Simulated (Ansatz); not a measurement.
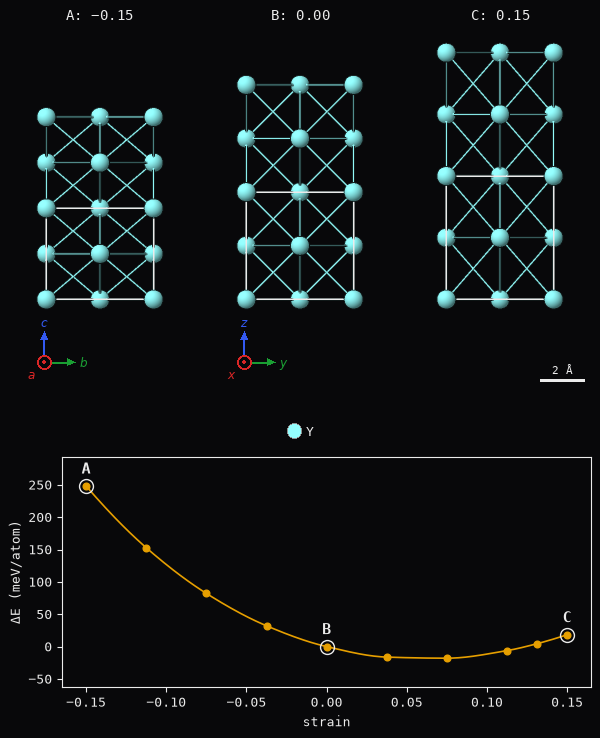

Energy scan for solid Y (Fm-3m), in which the cell is strained along z alone, with the atoms kept at their fractional coordinates. x, y and z are the Cartesian axes of the input. The lettered frames are marked on the plot. A ball-and-stick model of the conventional cell (4 times the calculation's cell), repeated 1 × 1 × 2 with one cell outlined, seen along the a axis. Lengths and directions refer to the drawn axes.

Level of theory: DFT r2SCAN, scalar-relativistic, plane waves, PAW in Ansatz. Set-up: plane-wave cutoff 500 eV; k-point mesh 16 × 16 × 16; occupations gaussian; smearing width 0.15 eV; no spin polarisation. Energies (free energies at the smearing named) are counted from the cell as listed in its source, which wasn't relaxed.

**Describe the profile.**

The lowest computed point lies at the strain 0.075 (−17.9 meV/atom). The end points stand at 248.1 meV/atom (−0.15) and 18.4 meV/atom (0.15). The unrelaxed reference is under a pressure of 3.3 GPa, which tilts the curve. The distortion takes the space group from Fm-3m to I4/mmm. At the strain −0.15 the cell of the drawing goes c 4.970 → 4.224 Å.
